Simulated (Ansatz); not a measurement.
```cif
data_structure
_symmetry_space_group_name_H-M 'P 1'
_symmetry_Int_Tables_number 1
_cell_length_a 2.8577
_cell_length_b 12.1244
_cell_length_c 17.7396
_cell_angle_alpha 90.000
_cell_angle_beta 90.000
_cell_angle_gamma 90.000
_cell_volume 614.65
loop_
_atom_site_label
_atom_site_type_symbol
_atom_site_fract_x
_atom_site_fract_y
_atom_site_fract_z
_atom_site_occupancy
Al1 Al 0.00000 0.56798 0.10491 1
Al2 Al 0.00000 0.11340 0.20454 1
Al3 Al 0.00000 0.65831 0.30792 1
Al4 Al 0.00000 0.23731 0.43725 1
Al5 Al 0.00000 0.77436 0.04819 1
Al6 Al 0.00000 0.32553 0.14236 1
Al7 Al 0.00000 0.89800 0.26226 1
Al8 Al 0.00000 0.44186 0.36430 1
Al9 Al 0.50000 0.42976 0.01860 1
Al10 Al 0.50000 0.94703 0.12710 1
Al11 Al 0.50000 0.49088 0.22914 1
Al12 Al 0.50000 0.06335 0.34905 1
Al13 Al 0.50000 0.61454 0.44322 1
Al14 Al 0.50000 0.15157 0.05414 1
Al15 Al 0.50000 0.73058 0.18349 1
Al16 Al 0.50000 0.27549 0.28687 1
Al17 Al 0.50000 0.82091 0.38649 1
Al18 Al 0.00000 0.95913 0.47280 1
Al19 Al 0.00000 0.06798 0.88649 1
Al20 Al 0.00000 0.61340 0.78687 1
Al21 Al 0.00000 0.15831 0.68349 1
Al22 Al 0.00000 0.73731 0.55415 1
Al23 Al 0.00000 0.27436 0.94321 1
Al24 Al 0.00000 0.82553 0.84904 1
Al25 Al 0.00000 0.39800 0.72914 1
Al26 Al 0.00000 0.94186 0.62710 1
Al27 Al 0.50000 0.92976 0.97280 1
Al28 Al 0.50000 0.44703 0.86430 1
Al29 Al 0.50000 0.99088 0.76226 1
Al30 Al 0.50000 0.56335 0.64236 1
Al31 Al 0.50000 0.11454 0.54818 1
Al32 Al 0.50000 0.65157 0.93726 1
Al33 Al 0.50000 0.23058 0.80791 1
Al34 Al 0.50000 0.77549 0.70453 1
Al35 Al 0.50000 0.32091 0.60492 1
Al36 Al 0.00000 0.45913 0.51860 1
```

All numbers below come from DFT PBE, scalar-relativistic, plane waves, PAW (Ansatz).

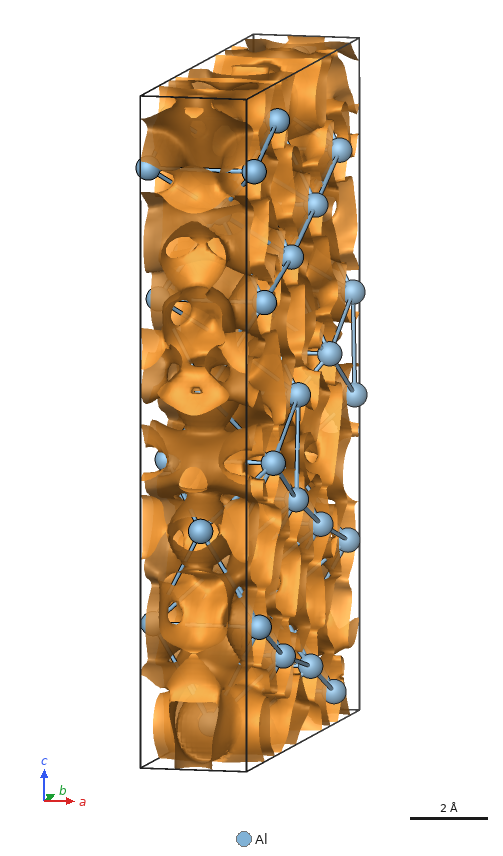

Al (interface cell). Isosurface of the ELF at 0.55 (orange), seen slightly off an axis. Only the valence region is drawn (cores and ρ < 0.01 e/Å³ removed). Sticks mark near contacts.

In a PAW calculation such maps are meaningful between the atoms, not at the nuclei.

Question: What do the ELF domains correspond to?

Answer: The surface consists of one network that runs through the whole crystal, counted in one cell of 36 atoms. Regions shared between cells count once. There are no localised bonds or lone pairs at this value. Along the contacts the grid gives the following. Al–Al (2.68 Å): the ELF peaks at about 0.75 between the atoms. Al–Al (2.75 Å): the ELF peaks at about 0.70 between the atoms.
